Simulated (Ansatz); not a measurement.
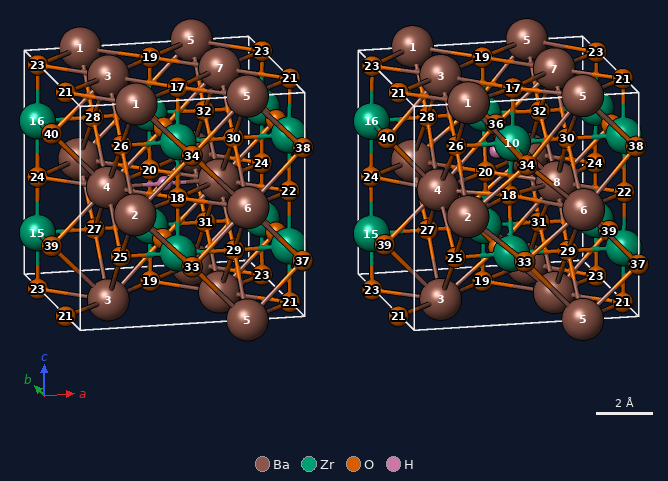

Two geometries of a defect cell of composition Ba8Zr8O24H (cell charge +1), drawn at one scale. One is the start of a relaxation, the other its converged end. A ball-and-stick model of the cell of the calculation (origin shifted), seen slightly off an axis.

Method: DFT, PBEsol, PAW, plane waves in Ansatz. (plane-wave cutoff 420 eV; k-point mesh 1 × 1 × 1; mesh shifted by (0.25, 0.25, 0.25); no spin polarisation; atoms relaxed in a fixed cell; force threshold 0.03 eV/Å; at most 80 steps)

Which one is relaxed?

Answer. The right one is the relaxed one. The atoms of the start lie slightly off their symmetric places, so part of the fall in energy undoes that. The H atom moves most: 1.22 Å along +c. Largest moves by element: H 1.22 Å, O 0.37 Å, Ba 0.17 Å, Zr 0.10 Å. The cell doesn't change. Among the contacts that change: H–O 2.081 → 0.990 Å, Ba–H 2.035 → 2.588 Å, Ba–H 2.127 → 2.555 Å, Ba–O 2.920 → 3.302 Å. New bonds form, among them: H–O (2.08 → 0.99 Å). Among the angles between lasting bonds that change: Zr–O–Zr 179.1° → 157.6°, Zr–O–Zr 179.1° → 159.9°, Ba–O–Ba 89.7° → 103.9°. The energy falls by 4.261 eV per cell of the calculation in 13 geometry steps. The largest force component goes from 2.9 to 0.02 eV/Å. Cost: 8 s on 1 × NVIDIA GB200 with 8 threads of Arm Neoverse-V2, peak memory 1.7 GiB.

Limits of the set-up: the periodic images lie only 8.4 Å apart, so the values are limited by the cell's size; the cell is charged, on a uniform background, and energies carry no finite-size correction.
